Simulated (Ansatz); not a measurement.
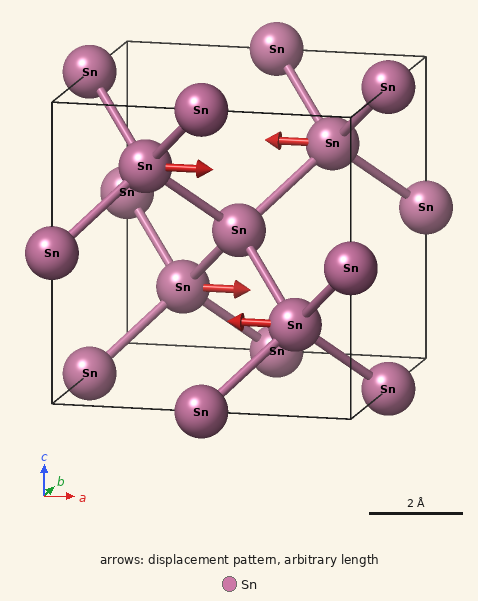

One vibrational mode of a crystal of Sn at the zone centre of a doubled cell. The red arrows are the displacements of the atoms (eigenvector over the root of the mass), of arbitrary overall length and sign. The picture is a ball-and-stick view of the conventional cell (2 times the calculation's cell), seen slightly off an axis. Lengths and directions refer to the drawn axes.

Computed with Ansatz 0.2.0, DFT PBE, scalar-relativistic, plane waves, PAW. Set-up: plane-wave cutoff 420 eV; k-point mesh 14 × 14 × 10; occupations gaussian; smearing width 0.15 eV; no spin polarisation.

Question: Describe the mode and give its frequency.

Answer: This is a doubly degenerate mode (one member of the set is drawn) at 140 cm⁻¹, level 2 of 5, counted from below (the three translations aside). All motion is along a; atoms of one kind move against one another, with no net shift of their sublattice. It changes sign from one half of the doubled cell to the other: it belongs to the zone boundary, q = (0, 1/2, 1/2) in the reciprocal vectors of the undoubled cell.
